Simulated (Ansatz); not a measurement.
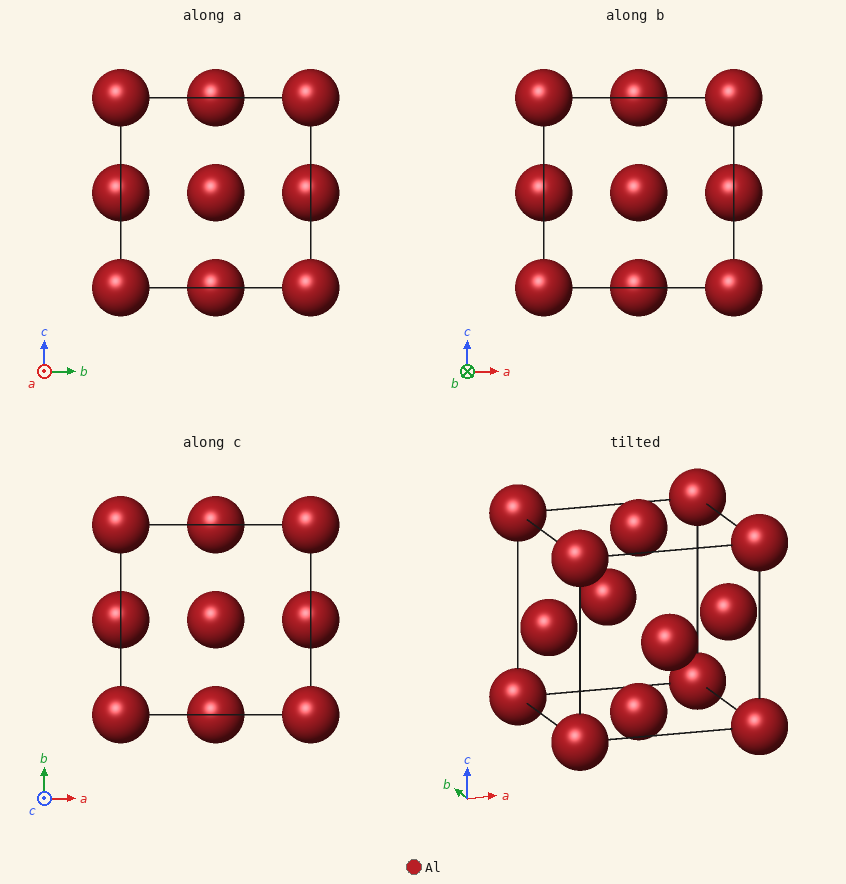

Spheres-only drawing of the structure, looking along the a axis, along the b axis, along the c axis and slightly off an axis. The lines enclose the conventional unit cell; boundary atoms appear with their images.

Lattice parameters: a = 4.0138 Å, b = 4.0138 Å, c = 4.0138 Å, α = 90.000°, β = 90.000°, γ = 90.000°.

Question: From the views, write a CIF with its space group and independent sites.

Answer:
```cif
data_structure
_symmetry_space_group_name_H-M 'F m -3 m'
_symmetry_Int_Tables_number 225
_cell_length_a 4.0138
_cell_length_b 4.0138
_cell_length_c 4.0138
_cell_angle_alpha 90.000
_cell_angle_beta 90.000
_cell_angle_gamma 90.000
_cell_volume 64.66
loop_
_atom_site_label
_atom_site_type_symbol
_atom_site_symmetry_multiplicity
_atom_site_Wyckoff_symbol
_atom_site_fract_x
_atom_site_fract_y
_atom_site_fract_z
_atom_site_occupancy
Al1 Al 4 a 0.0000 0.5000 0.5000 1
```

It goes back to a structure type filled with this element by a generator (whether the element takes this form wasn't checked). It is drawn as it came out of a relaxation with DFT PBEsol, scalar-relativistic, plane waves, PAW (Ansatz 0.2.0).
